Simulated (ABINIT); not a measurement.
# TiB2: geometry relaxation (part 3 of 3)

TiB2 (3 atoms in the cell); Kohn-Sham DFT of a periodic cell, PBEsol, JTH PAW PBE v2.0, no spin polarisation (ABINIT 10.8.3); cutoff 489.81 eV, 10×10×8 k-mesh, fermi-dirac of 0.05 eV. The structure derives from an entry of the Crystallography Open Database.

Geometry of the input (Å; fractional positions):
```
3.0292  0.0000  0.0000
-1.5146  2.6234  0.0000
0.0000  0.0000  3.2284
Ti 0.0000  0.0000  0.0000
B  0.6667  0.3333  0.5000
B  0.3333  0.6667  0.5000
```

Log, continued:
```
 Cartesian coordinates (xcart) [bohr]
  2.22399360821711E-28  1.23322079105125E-45  0.00000000000000E+00
  2.85208723488433E+00  1.64665333284235E+00  3.01743184224404E+00
  7.53245375632286E-17  3.29330666568471E+00  3.01743184224404E+00
 Reduced coordinates (xred)
  3.89888777070891E-29  2.49641857711187E-46  0.00000000000000E+00
  6.66666666666666E-01  3.33333333333333E-01  5.00000000000000E-01
  3.33333333333333E-01  6.66666666666666E-01  5.00000000000000E-01
 Cartesian forces (fcart) [Ha/bohr]; max,rms= 6.29398E-29 2.96701E-29 (free atoms)
  7.86746980194076E-30  4.54228580791013E-30 -0.00000000000000E+00
 -6.29397584155261E-29  1.81691432316405E-29 -0.00000000000000E+00
  5.50722886135853E-29 -2.27114290395507E-29 -0.00000000000000E+00
 Gradient of E wrt nuclear positions in reduced coordinates (gred)
 -4.48774203859065E-29 -2.81893206872359E-45 -0.00000000000000E+00
  3.59019363087252E-28 -2.69264522315439E-28 -0.00000000000000E+00
 -3.14141942701345E-28  2.69264522315439E-28 -0.00000000000000E+00
 Scale of Primitive Cell (acell) [bohr]
  5.70417446976867E+00  5.70417446984554E+00  6.03486368448808E+00
 Real space primitive translations (rprimd) [bohr]
  5.70417446976867E+00  0.00000000000000E+00  0.00000000000000E+00
 -2.85208723488433E+00  4.93995999852706E+00  0.00000000000000E+00
  0.00000000000000E+00  0.00000000000000E+00  6.03486368448808E+00
 Unitary Cell Volume (ucvol) [Bohr^3]=  1.70052764859181E+02
 Angles (23,13,12)= [degrees]
  9.00000000000000E+01  9.00000000000000E+01  1.19999999999554E+02
 Lengths [Bohr]
  5.70417446976867E+00  5.70417446984554E+00  6.03486368448808E+00
 Stress tensor in cartesian coordinates (strten) [Ha/bohr^3]
 -3.36935926879139E-06  0.00000000000000E+00  0.00000000000000E+00
  0.00000000000000E+00 -3.36936002666779E-06  0.00000000000000E+00
  0.00000000000000E+00  0.00000000000000E+00  5.56094657787332E-07
 Total energy (etotal) [Ha]= -6.44245131674496E+01

 Difference of energy with previous step (new-old):
           Absolute (Ha)=-2.72633E-06
           Relative     =-4.23182E-08

--- Iteration: ( 5/60) Internal Cycle: (1/1)
--------------------------------------------------------------------------------

---SELF-CONSISTENT-FIELD CONVERGENCE--------------------------------------------

--- !BeginCycle
iteration_state: {dtset: 1, itime: 5, icycle: 1, }
solver: {iscf: 17, nstep: 100, nline: 4, wfoptalg: 10, }
tolerances: {tolvrs: 1.00E-09, }
...

     iter   Etot(hartree)      deltaE(h)  residm     nres2
 ETOT  1  -64.424513961422    -6.442E+01 8.104E-06 2.285E-04
 ETOT  2  -64.424513777940     1.835E-07 3.637E-07 1.180E-04
 ETOT  3  -64.424513448188     3.298E-07 2.120E-07 5.117E-06
 ETOT  4  -64.424513456940    -8.753E-09 2.261E-08 2.195E-07
 ETOT  5  -64.424513457179    -2.388E-10 3.400E-08 3.672E-08
 ETOT  6  -64.424513457139     4.002E-11 9.794E-09 2.838E-10

 At SCF step    6       nres2   =  2.84E-10 < tolvrs=  1.00E-09 =>converged.

 Cartesian components of stress tensor (hartree/bohr^3)
  sigma(1 1)=  2.78472344E-08  sigma(3 2)=  0.00000000E+00
  sigma(2 2)=  2.78464767E-08  sigma(3 1)=  0.00000000E+00
  sigma(3 3)=  3.51032498E-08  sigma(2 1)=  0.00000000E+00

--- !ResultsGS
iteration_state: {dtset: 1, itime: 5, icycle: 1, }
comment   : Summary of ground state results
lattice_vectors:
- [  5.7050307,   0.0000000,   0.0000000, ]
- [ -2.8525154,   4.9407015,   0.0000000, ]
- [  0.0000000,   0.0000000,   6.0342400, ]
lattice_lengths: [   5.70503,    5.70503,    6.03424, ]
lattice_angles: [ 90.000,  90.000, 120.000, ] # degrees, (23, 13, 12)
lattice_volume:   1.7008624E+02
convergence: {deltae:  4.002E-11, res2:  2.838E-10, residm:  9.794E-09, diffor: null, }
etotal    :  -6.44245135E+01
entropy   :   0.00000000E+00
fermie    :   3.68679874E-01
cartesian_stress_tensor: # hartree/bohr^3
- [  2.78472344E-08,   0.00000000E+00,   0.00000000E+00, ]
- [  0.00000000E+00,   2.78464767E-08,   0.00000000E+00, ]
- [  0.00000000E+00,   0.00000000E+00,   3.51032498E-08, ]
pressure_GPa:  -8.9045E-04
xred      :
- [  5.9821E-29,   8.4919E-45,   0.0000E+00, Ti]
- [  6.6667E-01,   3.3333E-01,   5.0000E-01,  B]
- [  3.3333E-01,   6.6667E-01,   5.0000E-01,  B]
cartesian_forces: # hartree/bohr
- [ -0.00000000E+00,  -0.00000000E+00,  -0.00000000E+00, ]
- [ -0.00000000E+00,   5.44992487E-29,  -0.00000000E+00, ]
- [ -0.00000000E+00,  -5.44992487E-29,  -0.00000000E+00, ]
force_length_stats: {min:   0.00000000E+00, max:   5.44992487E-29, mean:   3.63328324E-29, }
...

 Integrated electronic density in atomic spheres:
 ------------------------------------------------
 Atom  Sphere_radius  Integrated_density
    1        2.30803         10.41766954
    2        1.70617          1.93923517
    3        1.70617          1.93923517

---OUTPUT-----------------------------------------------------------------------

 Cartesian coordinates (xcart) [bohr]
  3.41279441064196E-28  4.19560540953132E-44  0.00000000000000E+00
  2.85251536950032E+00  1.64690051647815E+00  3.01711998451696E+00
  7.52136284179566E-17  3.29380103295629E+00  3.01711998451696E+00
 Reduced coordinates (xred)
  5.98207891731672E-29  8.49192238703749E-45  0.00000000000000E+00
  6.66666666666666E-01  3.33333333333333E-01  5.00000000000000E-01
  3.33333333333333E-01  6.66666666666666E-01  5.00000000000000E-01
 Cartesian forces (fcart) [Ha/bohr]; max,rms= 5.44992E-29 2.56912E-29 (free atoms)
 -0.00000000000000E+00 -0.00000000000000E+00 -0.00000000000000E+00
 -0.00000000000000E+00  5.44992486636359E-29 -0.00000000000000E+00
 -0.00000000000000E+00 -5.44992486636359E-29 -0.00000000000000E+00
 Gradient of E wrt nuclear positions in reduced coordinates (gred)
  0.00000000000000E+00 -0.00000000000000E+00  0.00000000000000E+00
 -0.00000000000000E+00 -2.69264522315439E-28 -0.00000000000000E+00
  0.00000000000000E+00  2.69264522315439E-28  0.00000000000000E+00
 Scale of Primitive Cell (acell) [bohr]
  5.70503073900064E+00  5.70503073907753E+00  6.03423996903391E+00
 Real space primitive translations (rprimd) [bohr]
  5.70503073900064E+00  0.00000000000000E+00  0.00000000000000E+00
 -2.85251536950032E+00  4.94070154943444E+00  0.00000000000000E+00
  0.00000000000000E+00  0.00000000000000E+00  6.03423996903391E+00
 Unitary Cell Volume (ucvol) [Bohr^3]=  1.70086242285883E+02
 Angles (23,13,12)= [degrees]
  9.00000000000000E+01  9.00000000000000E+01  1.19999999999554E+02
 Lengths [Bohr]
  5.70503073900064E+00  5.70503073907753E+00  6.03423996903391E+00
 Stress tensor in cartesian coordinates (strten) [Ha/bohr^3]
  2.78472344107661E-08  0.00000000000000E+00  0.00000000000000E+00
  0.00000000000000E+00  2.78464767113074E-08  0.00000000000000E+00
  0.00000000000000E+00  0.00000000000000E+00  3.51032497757087E-08
 Total energy (etotal) [Ha]= -6.44245134571393E+01

 Difference of energy with previous step (new-old):
           Absolute (Ha)=-2.89690E-07
           Relative     =-4.49657E-09

 At Broyd/MD step   5, gradients are converged :
  max grad (force/stress) = 3.5103E-06 < tolmxf= 5.0000E-05 ha/bohr (free atoms)

================================================================================

 ----iterations are completed or convergence reached----

 Mean square residual over all n,k,spin=   27.379E-12; max=  97.941E-10
 reduced coordinates (array xred) for    3 atoms
       0.000000000000      0.000000000000      0.000000000000
       0.666666666667      0.333333333333      0.500000000000
       0.333333333333      0.666666666667      0.500000000000
 rms dE/dt=  1.2693E-28; max dE/dt=  2.6926E-28; dE/dt below (all hartree)
    1       0.000000000000      0.000000000000      0.000000000000
    2       0.000000000000     -0.000000000000      0.000000000000
    3       0.000000000000      0.000000000000      0.000000000000

 cartesian coordinates (angstrom) at end:
    1      0.00000000000000     0.00000000000000     0.00000000000000
    2      1.50948612626607     0.87150222135338     1.59659113728324
    3      0.00000000000000     1.74300444270676     1.59659113728324

 cartesian forces (hartree/bohr) at end:
    1     -0.00000000000000    -0.00000000000000    -0.00000000000000
    2     -0.00000000000000     0.00000000000000    -0.00000000000000
    3     -0.00000000000000    -0.00000000000000    -0.00000000000000
 frms,max,avg= 2.5691192E-29 5.4499249E-29   0.000E+00  0.000E+00  0.000E+00 h/b

 cartesian forces (eV/Angstrom) at end:
    1     -0.00000000000000    -0.00000000000000    -0.00000000000000
    2     -0.00000000000000     0.00000000000000    -0.00000000000000
    3     -0.00000000000000    -0.00000000000000    -0.00000000000000
 frms,max,avg= 1.3210942E-27 2.8024640E-27   0.000E+00  0.000E+00  0.000E+00 e/A
 length scales=  5.705030739001  5.705030739078  6.034239969034 bohr
              =  3.018972252532  3.018972252573  3.193182274566 angstroms
 Fermi (or HOMO) energy (hartree) =   0.36868   Average Vxc (hartree)=  -0.46238
 Eigenvalues (hartree) for nkpt=  70  k points:
 kpt#   1, nband= 13, wtk=  0.00125, kpt=  0.0000  0.0000  0.0000 (reduced coord)
  -1.70921   -0.84408   -0.83262   -0.83262   -0.12731    0.27264    0.27264    0.28978
   0.29139    0.44358    0.44358    0.51172    0.51172
      occupation numbers for kpt#   1
   2.00000    2.00000    2.00000    2.00000    2.00000    2.00000    2.00000    2.00000
   2.00000    0.00000    0.00000    0.00000    0.00000
 prteigrs : prtvol=0 or 1, do not print more k-points.

--- !EnergyTerms
iteration_state     : {dtset: 1, itime: 5, icycle: 1, }
comment             : Components of total free energy in Hartree
kinetic             :  1.14575307728360E+01
hartree             :  1.13798251489916E+01
xc                  : -5.61211949275770E+00
Ewald energy        : -5.16131125956126E+01
psp_core            :  3.58609455818904E+00
local_psp           : -3.38569426397121E+01
PAW spherical_terms :  2.34458435978636E-01
internal            : -6.44242658120871E+01
'-kT*entropy'       : -2.44841684477139E-04
total_energy        : -6.44245106537716E+01
total_energy_eV     : -1.75308024310810E+03
...

--- !EnergyTermsDC
iteration_state     : {dtset: 1, itime: 5, icycle: 1, }
comment             : '"Double-counting" decomposition of free energy'
band_energy         : -6.73811179515454E+00
Ewald energy        : -5.16131125956126E+01
psp_core            :  3.58609455818904E+00
xc_dc               : -1.03671368185468E+01
PAW spherical_terms :  7.07998035670133E-01
internal            : -6.44242686154548E+01
'-kT*entropy'       : -2.44841684477139E-04
total_energy_dc     : -6.44245134571393E+01
total_energy_dc_eV  : -1.75308031939162E+03
...

--- !EnergyTermsWithPAWCore
iteration_state     : {dtset: 1, itime: 5, icycle: 1, }
comment             : 'Components of total free energy, including PAW core contributions'
Total energy        : -9.02447120641841E+02
Total energy DC     : -9.02447123445209E+02
Total energy (eV)   : -2.45568371663585E+04
Total energy DC (eV): -2.45568372426421E+04
...

 Cartesian components of stress tensor (hartree/bohr^3)
  sigma(1 1)=  2.78472344E-08  sigma(3 2)=  0.00000000E+00
  sigma(2 2)=  2.78464767E-08  sigma(3 1)=  0.00000000E+00
  sigma(3 3)=  3.51032498E-08  sigma(2 1)=  0.00000000E+00

-Cartesian components of stress tensor (GPa)         [Pressure= -8.9045E-04 GPa]
- sigma(1 1)=  8.19293922E-04  sigma(3 2)=  0.00000000E+00
- sigma(2 2)=  8.19271630E-04  sigma(3 1)=  0.00000000E+00
- sigma(3 3)=  1.03277326E-03  sigma(2 1)=  0.00000000E+00

== END DATASET(S) ==============================================================
================================================================================

 -outvars: echo values of variables after computation  --------
            acell      5.7050307390E+00  5.7050307391E+00  6.0342399690E+00 Bohr
           etotal     -6.4424513457E+01
            fcart     -0.0000000000E+00 -0.0000000000E+00 -0.0000000000E+00
                      -0.0000000000E+00  5.4499248664E-29 -0.0000000000E+00
                      -0.0000000000E+00 -5.4499248664E-29 -0.0000000000E+00
            rprim      1.0000000000E+00  0.0000000000E+00  0.0000000000E+00
                      -4.9999999999E-01  8.6602540379E-01  0.0000000000E+00
                       0.0000000000E+00  0.0000000000E+00  1.0000000000E+00
           strten      2.7847234411E-08  2.7846476711E-08  3.5103249776E-08
                       0.0000000000E+00  0.0000000000E+00  0.0000000000E+00
           xangst      1.8059730264E-28  2.2202187672E-44  0.0000000000E+00
                       1.5094861263E+00  8.7150222135E-01  1.5965911373E+00
                       3.9801338081E-17  1.7430044427E+00  1.5965911373E+00
             xred      5.9820789173E-29  8.4919223870E-45  0.0000000000E+00
                       6.6666666667E-01  3.3333333333E-01  5.0000000000E-01
                       3.3333333333E-01  6.6666666667E-01  5.0000000000E-01
 Calculation completed.
```

Trajectory as extended XYZ (Å, eV, eV/Å), 5 frames, from step=0 to step=4:
```
3
Lattice="3.0292 0.0000 0.0000 -1.5146 2.6234 0.0000 0.0000 0.0000 3.2284" Properties=species:S:1:pos:R:3:forces:R:3 step=0 energy=-1753.07335
Ti    0.0000    0.0000    0.0000    0.0000   0.0000   0.0000
B     1.5146    0.8745    1.6142    0.0000   0.0000   0.0000
B     0.0000    1.7489    1.6142    0.0000   0.0000   0.0000
3
Lattice="3.0181 0.0000 0.0000 -1.5090 2.6137 0.0000 0.0000 0.0000 3.2095" Properties=species:S:1:pos:R:3:forces:R:3 step=1 energy=-1753.07943
Ti    0.0000    0.0000    0.0000    0.0000   0.0000   0.0000
B     1.5090    0.8712    1.6047    0.0000   0.0000   0.0000
B     0.0000    1.7425    1.6047    0.0000   0.0000   0.0000
3
Lattice="3.0169 0.0000 0.0000 -1.5084 2.6127 0.0000 0.0000 0.0000 3.1971" Properties=species:S:1:pos:R:3:forces:R:3 step=2 energy=-1753.08024
Ti    0.0000    0.0000    0.0000    0.0000   0.0000   0.0000
B     1.5084    0.8709    1.5985    0.0000   0.0000   0.0000
B     0.0000    1.7418    1.5985    0.0000   0.0000   0.0000
3
Lattice="3.0185 0.0000 0.0000 -1.5093 2.6141 0.0000 0.0000 0.0000 3.1935" Properties=species:S:1:pos:R:3:forces:R:3 step=3 energy=-1753.08031
Ti    0.0000    0.0000    0.0000    0.0000   0.0000   0.0000
B     1.5093    0.8714    1.5968    0.0000   0.0000   0.0000
B     0.0000    1.7427    1.5968    0.0000   0.0000   0.0000
3
Lattice="3.0190 0.0000 0.0000 -1.5095 2.6145 0.0000 0.0000 0.0000 3.1932" Properties=species:S:1:pos:R:3:forces:R:3 step=4 energy=-1753.08032
Ti    0.0000    0.0000    0.0000    0.0000   0.0000   0.0000
B     1.5095    0.8715    1.5966    0.0000   0.0000   0.0000
B     0.0000    1.7430    1.5966    0.0000   0.0000   0.0000
```

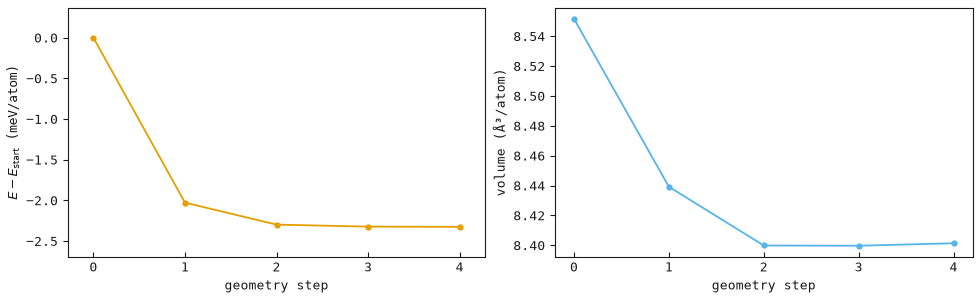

*Progress of the relaxation, step by step (steps are counted from 0).*

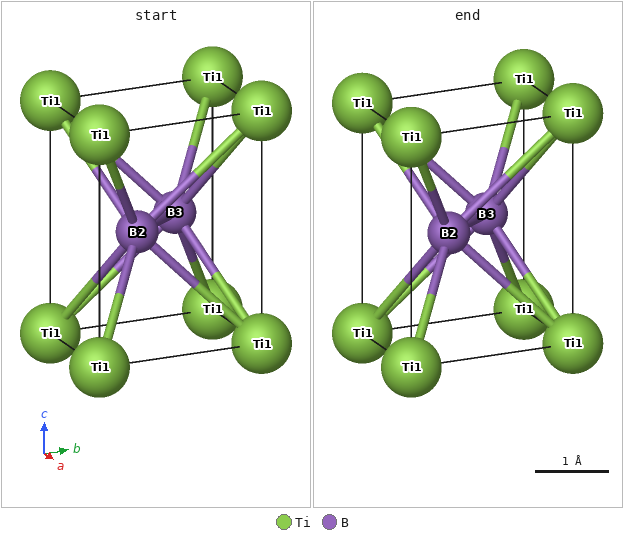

*Before (left) and after (right) the relaxation, at one scale (ball-and-stick view of the cell of the calculation, seen slightly off an axis).*

The energy falls by 2.3 meV per atom in 4 geometry steps. All forces vanish by symmetry, so only the cell relaxes. No atom moves by more than 0.005 Å relative to the cell. The drawn cell changes as follows: a = b 3.029 → 3.019 Å (−0.3 %), c 3.228 → 3.193 Å (−1.1 %); the volume changes by −1.8 %. Among the contacts that change: Ti1–B2 2.380 → 2.364 Å, B2–B3 1.749 → 1.743 Å. The space group stays P6/mmm (No. 191). (Atoms are counted from 1 in the order of the input.)
